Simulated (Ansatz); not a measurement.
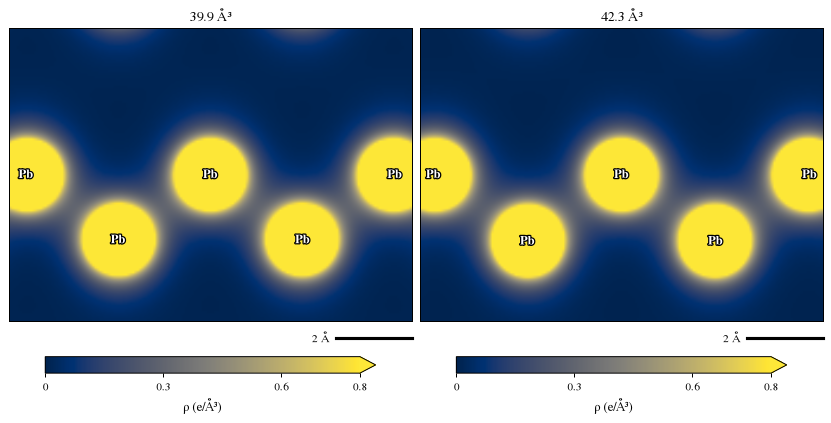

Pb. The valence pseudo-density of cells scaled evenly to different volumes (given per atom above each panel), on the (101̄) plane of each (indices in the axes of the cell below), at one length scale and on one colour scale.

A structure from a database of computed crystals, not necessarily the ambient phase.

Method: Kohn-Sham DFT of a periodic cell, PBEsol, Ansatz PAW in Ansatz 0.2.0.

The largest cell:

```
CELL_PARAMETERS angstrom
0.00000 3.48426 3.48426
3.48426 0.00000 3.48426
3.48426 3.48426 0.00000
ATOMIC_POSITIONS crystal
Pb 0.25000 0.25000 0.25000
Pb 0.00000 0.00000 0.00000
```

| volume (Å³/atom) | Pb–Pb contact in the plane (Å) | ρ at its midpoint (e/Å³) | pressure (GPa) | 
| --- | --- | --- | --- |
| 39.86 | 2.958 | 0.304 | 1.1 | 
| 41.49 | 2.998 | ? | ? | 
| 42.30 | 3.017 | 0.278 | −0.7 | 

**Estimate the missing row, and compare with the calculation.**

Over the known rows ln ρ falls by 1.52 per Å of Pb–Pb distance (the line through the two), which gives 0.286 e/Å³ at 2.998 Å; the calculation gives 0.286 e/Å³. For the pressure, a straight line in volume between the neighbouring rows gives −0.1 GPa; the calculation gives −0.2.
